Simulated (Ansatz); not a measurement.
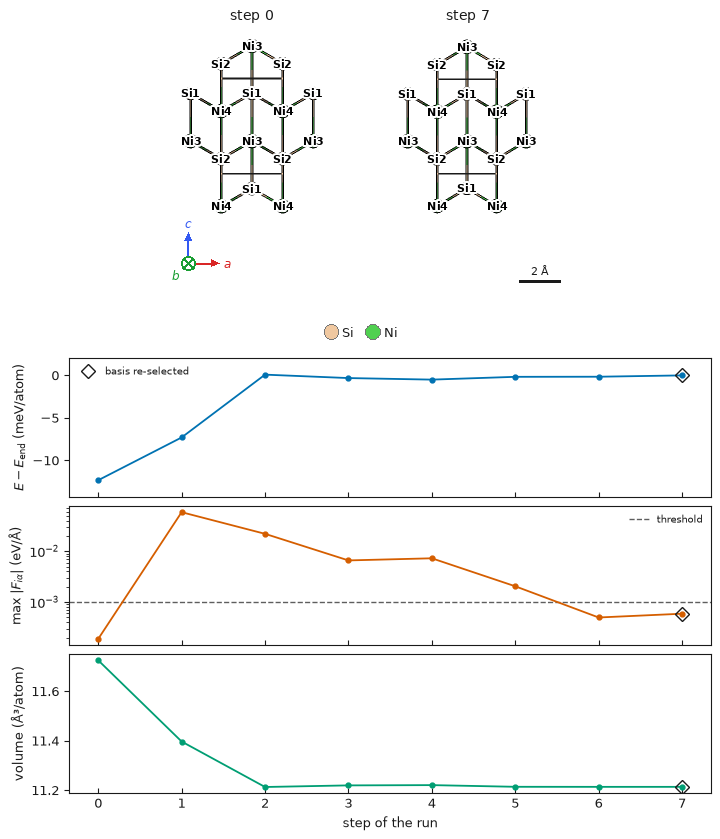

First and last geometry of a relaxation of crystalline SiNi (set up in Pmmn), with the history of the run. Style: ball-and-stick. Shown: the cell of the calculation, along the b axis.

Case: relaxed at 8 GPa.

All numbers below come from DFT PBE, scalar-relativistic, plane waves, PAW in Ansatz. Set-up: plane-wave cutoff 420 eV; k-point mesh 14 × 12 × 10; occupations fermi dirac; smearing width 0.15 eV; target pressure 8 GPa; no spin polarisation; cell and atoms relaxed; force threshold 0.001 eV/Å; at most 60 steps.

**Did the run converge, and what did it change?**

It converged. The largest moves relative to the cell, 0.006 Å, are those of Ni3 and Ni4. Ni4 goes along −c. By element the largest moves are Ni 0.006 Å, Si 0.004 Å. Cell: a 3.043 → 2.939 Å (−3.4 %), b 3.270 → 3.265 Å (−0.2 %), c 4.713 → 4.676 Å (−0.8 %). Volume −4.4 %. Among the contacts that change: Si1–Ni4 2.398 → 2.365 Å, Si1–Ni3 2.362 → 2.341 Å. The space group stays Pmmn (No. 59). Over 6 accepted moves (7 points after the start) the energy rises by 12.3 meV per atom. With the target pressure of 8 GPa, the enthalpy E + pV changes by −13.2 meV per atom. The largest force component goes from 0.00019 to 0.00059 eV/Å. Pressure: 0.00 GPa at the start and 8.01 GPa at the end. The SCF was repeated once at an unchanged geometry on a basis and grid sized afresh for the cell, which shifted the energy by 0.2 meV per atom at most. Cost: 100 s on 2 threads of Arm Neoverse V1, with other jobs on the host, peak memory 0.6 GiB.

| step | E − E(0), meV/atom | largest force component, eV/Å | pressure, GPa | volume, Å³/atom | note |
| --- | --- | --- | --- | --- | --- |
| 0 | 0.00 | 0.0002 | 0.00 | 11.725 |  |
| 1 | 5.03 | 0.0584 | 4.97 | 11.397 |  |
| 2 | 12.41 | 0.0220 | 8.24 | 11.213 |  |
| 3 | 12.01 | 0.0066 | 8.11 | 11.220 |  |
| 4 | 11.82 | 0.0073 | 7.91 | 11.221 |  |
| 5 | 12.15 | 0.0021 | 8.00 | 11.214 |  |
| 6 | 12.16 | 0.0005 | 8.00 | 11.214 |  |
| 7 | 12.32 | 0.0006 | 8.01 | 11.214 | same geometry, new basis |

Limits of the set-up: an element that often carries a moment was run without spin polarisation.
